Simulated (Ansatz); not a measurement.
# Two runs on FeCo$_{3}$

System: FeCo$_{3}$ (Pm-3m, 4 atoms in the cell).
Method of the first run: DFT r2SCAN, scalar-relativistic, plane waves, norm-conserving potentials, spin-polarised (Ansatz 0.2.0).

The structure derives from a Materials Project entry. Text and figures count atoms from 1; the logs count them from 0 in places.

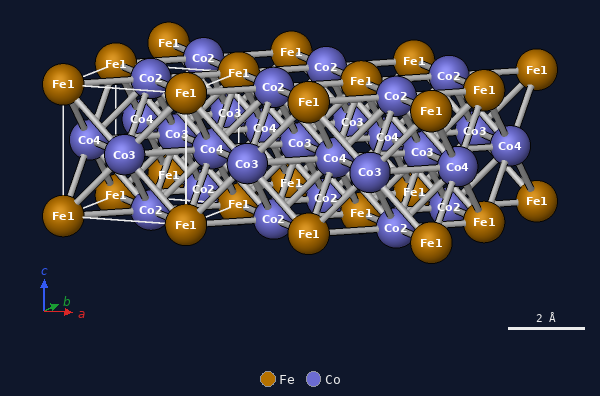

The structure as given in the input (ball-and-stick view of the cell of the calculation, repeated 3 × 2 × 1, seen slightly off an axis; atoms are numbered from 1 in the order of the input). An atom can appear more than once, as a periodic image. Near neighbours in the periodic cell (some may lie outside the picture): Fe has 12 Co at 2.50 Å; Co has 8 Co at 2.50 Å and 4 Fe at 2.50 Å.

## The input, the first run
```yaml
crystal:
  lattice:
    - [3.53570262, 0.0, 0.0]
    - [0.0, 3.53570262, 0.0]
    - [0.0, 0.0, 3.53570262]
  atoms:
    - { symbol: Fe, position: [0.0, 0.0, 0.0], spin: 3.21 }
    - { symbol: Co, position: [0.5, 0.5, 0.0], spin: 2.09 }
    - { symbol: Co, position: [0.5, 0.0, 0.5], spin: 2.09 }
    - { symbol: Co, position: [0.0, 0.5, 0.5], spin: 2.09 }
basis: {}
kpoints:
  mp_grid: { grid: [12, 12, 12] }
hamiltonian:
  xc: r2scan
  pseudopotentials: { kind: nc }
scf:
  occupations: { method: gaussian, width: 0.1 }
output:
  forces: true
  stress: true
  eigenvalues: true
  populations: true
magnetization:
  spin_polarized: true
```

Launched with:
```bash
ansatz run input.yaml --threads 1 --pin off --max-ram 2560MiB --backend cpu --events-out ev --progress --plain --runs-dir out
```

Hardware: 1 thread of Intel Xeon @ 2.50GHz (Skylake/Cascade Lake), 192 GiB of memory available, shared host.

## Output, shortened to warnings, some set-up lines, iterations and results (the first run)
```
Warning: hamiltonian.xc reads the kinetic-energy density τ on the library's norm-conserving files, and those of Fe, Co were made for PBE. With hamiltonian.pseudopotentials.accuracy and source left out, as here, a run under PBE reads other files of Fe, this project's own, so that a step between the two functionals holds that of the files too. To compare such runs, type …
Basis set: ecut = 1306.14654 eV, 4729 PW (Γ), exchange–correlation on 180×180×180 points (64 copies of the dense FFT grid, shifted against one another)
Symmetry: 48 space group operations
k-points: 84 of 1728
Initial density: superposition of atomic densities (chi_scale 0.1, normalization cell)
[...]
SCF iter   1: F=—  HF=-16095.826035 eV  |F-HF|=—  |Δ(HF+E_count)|=         —  Δρ=1.36e-1 (↑7.63e-2 ↓1.36e-1)  dr2=7.12e0  dr2_τ=1.82e1  dr2_m=3.40e0  M=7.849 μB ∫|m|=7.995 μB …
SCF iter   2: F=—  HF=-16095.802983 eV  |F-HF|=—  |Δ(HF+E_count)|=   2.31e-2  Δρ=9.37e-2 (↑5.48e-2 ↓9.37e-2)  dr2=2.82e0  dr2_τ=1.34e1  dr2_m=1.65e0  M=7.971 μB ∫|m|=8.256 μB …
SCF iter   3: F=—  HF=-16095.918358 eV  |F-HF|=—  |Δ(HF+E_count)|=   1.15e-1  Δρ=5.57e-2 (↑3.70e-2 ↓5.57e-2)  dr2=1.33e-1  dr2_τ=2.78e0  dr2_m=8.31e-1  M=7.863 μB ∫|m|=8.284 …
SCF iter   4: F=—  HF=-16096.348470 eV  |F-HF|=—  |Δ(HF+E_count)|=   4.30e-1  Δρ=2.11e-2 (↑1.34e-2 ↓2.11e-2)  dr2=6.07e-2  dr2_τ=1.57e-1  dr2_m=4.27e-2  M=7.855 μB ∫|m|=8.734 …
SCF iter   5: F=—  HF=-16096.379501 eV  |F-HF|=—  |Δ(HF+E_count)|=   3.10e-2  Δρ=1.63e-2 (↑1.07e-2 ↓1.63e-2)  dr2=4.48e-2  dr2_τ=3.61e-2  dr2_m=6.47e-3  M=7.904 μB ∫|m|=8.870 …
[... 7 lines ...]
SCF iter  13: F=—  HF=-16096.400939 eV  |F-HF|=—  |Δ(HF+E_count)|=   1.25e-7  Δρ=5.33e-5 (↑5.14e-5 ↓5.33e-5)  dr2=2.29e-6  dr2_τ=6.17e-7  dr2_m=6.69e-8  M=7.963 μB ∫|m|=8.976 …
SCF iter  14: F=—  HF=-16096.400940 eV  |F-HF|=—  |Δ(HF+E_count)|=   3.19e-7  Δρ=3.19e-5 (↑2.81e-5 ↓3.19e-5)  dr2=7.06e-7  dr2_τ=2.62e-7  dr2_m=3.87e-8  M=7.963 μB ∫|m|=8.977 …
SCF iter  15: F=—  HF=-16096.400940 eV  |F-HF|=—  |Δ(HF+E_count)|=   2.45e-7  Δρ=2.27e-5 (↑2.27e-5 ↓2.13e-5)  dr2=2.36e-7  dr2_τ=1.07e-7  dr2_m=4.84e-9  M=7.963 μB ∫|m|=8.976 …
SCF iter  16: F=-16096.400940 eV  HF=-16096.400940 eV  |F-HF|=2.48e-8  |Δ(HF+E_count)|=   9.58e-8  Δρ=1.24e-5 (↑1.24e-5 ↓1.19e-5)  dr2=6.01e-8  dr2_τ=1.70e-8  dr2_m=1.00e-9  …
SCF 1 converged in 16 iterations: F = -16096.400940 eV  dr2 = 6.01e-8
this state was not tested for a lower state beside it, because the mixer in use, unlike msr1, does not test its closes by its own steps (another_mixer; see scf.mixing.algorithm and scf.lower_state_search)
SCF converged after 16 iterations
Magnetization: 7.9632 μB (37.4816 up, 29.5184 down)
Absolute magnetization: 8.9764 μB (∫|ρ↑−ρ↓|)
Spin contamination: 0.2711 ħ² per cell (⟨S²⟩ above its minimum at these occupations)
Per-site moments (μB) at R_I (Å): [(2.9893926654843495, 1.0312992107801802), (1.8045024092848887, 1.0312992107801802), (1.804502409284885, 1.0312992107801802), (1.8045024092848894, 1.0312992107801802)]
Free energy (F): -16096.400940 eV
Harris-Foulkes:  -16096.400940 eV  (|F-HF|=2.48e-8)
Internal energy: -16096.385512 eV  (E = F + TS)
E sigma→0 (E₀):  -16096.393226 eV
Entropy (-TS):   -0.015428 eV (-3.857 meV/atom)
Fermi energy:    18.921093 eV
--- Per-component energies (eV) ---
  E_band       = -1044.026287
  E_kinetic    = 7138.239279
  E_local      = -12003.542341  (includes V_loc(G=0)·N_el)
  E_nonlocal   = -1731.743256
  E_hartree    = 3956.253394
  E_xc         = -2974.545414
  E_vxc        = -2529.114601  (∫ρ·V_xc dr)
  E_vtau       = 169.626790  (kinetic-family band-sum trace: ∫τ·v_τ [+ j·A + Jᵃ·Aᵃ] dr)
  E_ewald      = -10481.047173
  E_smearing   = -0.015428  (= −TS)
  E_closure    = -0.000000  (closes the sum)
  Σ components = -16096.400940   (vs F -16096.400940, Δ=0.00e0)
--- Forces (eV/Å), atoms counted from 1 ---
  atom   1  Fe    -0.00000000    -0.00000000     0.00000000
  atom   2  Co    -0.00000000    -0.00000000     0.00000000
  atom   3  Co    -0.00000000    -0.00000000    -0.00000000
  atom   4  Co     0.00000000     0.00000000     0.00000000
  max |Σ_I F_I| component: 3.01e-28 eV/Å
--- Stress (GPa, compression-positive) ---
       -3.666987       0.000000       0.000000
       -0.000000      -3.666987       0.000000
        0.000000       0.000000      -3.666987
  P = ⅓ Tr σ = -3.6670 GPa (-36.670 kbar)
--- Löwdin populations: 4 sites ---
  site symbol       q [e]    m [muB]
     0     Fe     15.6544     3.0228
     1     Co     16.7945     1.7837
     2     Co     16.7945     1.7837
     3     Co     16.7945     1.7837
  spilling = 0.014358 (of n_electrons = 67.000000)
```

The input of the second run differs as follows (lines with − go, lines with + come):
```diff
-  pseudopotentials: { kind: nc }
+  pseudopotentials: { kind: paw, source: ansatz }
```

Predict how the results change.

The total energies belong to different models, so their difference says nothing on which is more stable or more accurate. The net moment of the cell goes from 7.96 to 8.17 μB. The pressure goes from −3.67 to 0.41 GPa. The SCF takes 18 iterations against 16. The default cutoff goes from 1306.1 to 1060 eV with the change. The plane waves at Γ go from 4729 to 3431. On the same kind of shared host the second run took about 1.4 times as long.

## Output, shortened to warnings, some set-up lines, iterations and results (the second run)
```
Basis set: ecut = 1060 eV, 3431 PW (Γ), exchange–correlation on 160×160×160 points (64 copies of the dense FFT grid, shifted against one another)
Symmetry: 48 space group operations
k-points: 84 of 1728
Initial density: superposition of atomic densities (chi_scale 0.1, normalization cell)
[...]
SCF iter   1: F=—  HF=-19883.179511 eV  |F-HF|=—  |Δ(HF+E_count)|=         —  Δρ=4.53e-2 (↑1.89e-2 ↓4.53e-2)  dr2=9.22e-1  dr2_τ=7.32e-2  dr2_m=2.02e-1  M=8.299 μB ∫|m|=8.671 …
SCF iter   2: F=—  HF=-19883.389593 eV  |F-HF|=—  |Δ(HF+E_count)|=   2.10e-1  Δρ=2.03e-2 (↑1.05e-2 ↓2.03e-2)  dr2=1.27e-1  dr2_τ=2.47e-2  dr2_m=4.14e-2  M=8.070 μB ∫|m|=8.889 …
SCF iter   3: F=—  HF=-19883.915006 eV  |F-HF|=—  |Δ(HF+E_count)|=         —  Δρ=2.99e-2 (↑9.63e-3 ↓2.99e-2)  dr2=1.52e-1  dr2_τ=1.76e-2  dr2_m=6.94e-2  M=8.233 μB ∫|m|=9.223 …
SCF iter   4: F=—  HF=-19883.753557 eV  |F-HF|=—  |Δ(HF+E_count)|=   1.61e-1  Δρ=1.42e-2 (↑1.42e-2 ↓1.15e-2)  dr2=1.74e-1  dr2_τ=1.45e-2  dr2_m=3.21e-3  M=8.184 μB ∫|m|=9.231 …
SCF iter   5: F=—  HF=-19883.776355 eV  |F-HF|=—  |Δ(HF+E_count)|=   2.28e-2  Δρ=6.91e-3 (↑5.08e-3 ↓6.91e-3)  dr2=4.35e-2  dr2_τ=3.94e-3  dr2_m=7.44e-4  M=8.171 μB ∫|m|=9.223 …
[... 9 lines ...]
SCF iter  15: F=—  HF=-19883.799988 eV  |F-HF|=—  |Δ(HF+E_count)|=   5.06e-7  Δρ=1.27e-5 (↑8.00e-6 ↓1.27e-5)  dr2=1.49e-7  dr2_τ=8.45e-9  dr2_m=5.17e-9  M=8.168 μB ∫|m|=9.218 …
SCF iter  16: F=—  HF=-19883.799989 eV  |F-HF|=—  |Δ(HF+E_count)|=   2.14e-7  Δρ=5.73e-6 (↑4.94e-6 ↓5.73e-6)  dr2=2.57e-8  dr2_τ=3.21e-9  dr2_m=6.32e-10  M=8.168 μB …
SCF iter  17: F=—  HF=-19883.799989 eV  |F-HF|=—  |Δ(HF+E_count)|=   7.33e-8  Δρ=6.01e-6 (↑3.27e-6 ↓6.01e-6)  dr2=2.52e-8  dr2_τ=2.20e-9  dr2_m=1.40e-9  M=8.168 μB ∫|m|=9.218 …
SCF iter  18: F=-19883.799989 eV  HF=-19883.799989 eV  |F-HF|=1.78e-10  |Δ(HF+E_count)|=   5.23e-8  Δρ=1.22e-6 (↑9.09e-7 ↓1.22e-6)  dr2=1.05e-9  dr2_τ=6.17e-11  …
SCF 1 converged in 18 iterations: F = -19883.799989 eV  dr2 = 1.05e-9
this state was not tested for a lower state beside it, because the mixer in use, unlike msr1, does not test its closes by its own steps (another_mixer; see scf.mixing.algorithm and scf.lower_state_search)
SCF converged after 18 iterations
Magnetization: 8.1683 μB (37.5841 up, 29.4159 down)
Absolute magnetization: 9.2176 μB (∫|ρ↑−ρ↓|, with the PAW one-centre terms)
Spin contamination: 0.2800 ħ² per cell (⟨S²⟩ above its minimum at these occupations)
Per-site moments (μB) at R_I (Å): [(2.9213590936789453, 1.0312992107801802), (1.90122201239776, 1.0312992107801802), (1.90122201239776, 1.0312992107801802), (1.9012220123977617, 1.0312992107801802)]
Free energy (F): -19883.799989 eV
Harris-Foulkes:  -19883.799989 eV  (|F-HF|=1.78e-10)
Internal energy: -19883.788652 eV  (E = F + TS)
E sigma→0 (E₀):  -19883.794320 eV
Entropy (-TS):   -0.011337 eV (-2.834 meV/atom)
Fermi energy:    19.184876 eV
--- Per-component energies (eV) ---
  E_band       = -1018.384181
  E_kinetic    = 2675.412660
  E_local      = -12298.784929  (includes V_loc(G=0)·N_el)
  E_nonlocal   = 2273.392727
  E_hartree    = 3930.844363
  E_xc         = -641.701807
  E_vxc        = -969.657243  (∫ρ·V_xc dr)
  E_paw        = -5340.704905  (= ΣΔE_a)
  E_vpaw       = -644.085168  (= ΣTr[D̂ρ^β])
  E_aug_tail   = -0.000054  (compensation charges beyond the density's cutoff)
  E_vtau       = 83.646974  (kinetic-family band-sum trace: ∫τ·v_τ [+ j·A + Jᵃ·Aᵃ] dr)
  E_ewald      = -10481.047173
  E_core_change = -1.199535  (= ΣΔE_core)
  E_smearing   = -0.011337  (= −TS)
  E_closure    = -0.000000  (closes the sum)
  Σ components = -19883.799989   (vs F -19883.799989, Δ=0.00e0)
--- Forces (eV/Å), atoms counted from 1 ---
  atom   1  Fe    -0.00000000    -0.00000000    -0.00000000
  atom   2  Co     0.00000000    -0.00000000     0.00000000
  atom   3  Co     0.00000000    -0.00000000    -0.00000000
  atom   4  Co     0.00000000     0.00000000    -0.00000000
  max |Σ_I F_I| component: 4.29e-28 eV/Å
--- Stress (GPa, compression-positive) ---
        0.406721       0.000000       0.000000
        0.000000       0.406721       0.000000
        0.000000       0.000000       0.406721
  P = ⅓ Tr σ = 0.4067 GPa (4.067 kbar)
--- Löwdin populations: 4 sites ---
  site symbol       q [e]    m [muB]
     0     Fe     15.6871     2.9717
     1     Co     16.7749     1.8759
     2     Co     16.7749     1.8759
     3     Co     16.7749     1.8759
  spilling = 0.014748 (of n_electrons = 67.000000)
```

## The two runs side by side

| quantity | the first run | the second run |
| --- | --- | --- |
| outcome | converged | converged |
| free energy per atom (eV) | −4024.1002 | −4970.9500 |
| energy per atom, smearing taken to zero (eV) | −4024.0983 | −4970.9486 |
| gap on the mesh (eV) | 0.00 | 0.00 |
| net moment of the cell (μB) | 7.96 | 8.17 |
| absolute moment of the cell (μB) | 8.98 | 9.22 |
| pressure (GPa) | −3.67 | 0.41 |
| largest force (eV/Å) | 0.000 | 0.000 |
| SCF iterations | 16 | 18 |
| irreducible k-points | 84 | 84 |
| plane waves at Γ | 4729 | 3431 |
| wall time (shared host) | 3.6 min | 5.1 min |

For both runs: The electronic state found may not be the lowest one. Warnings: the state was not tested for a lower one.
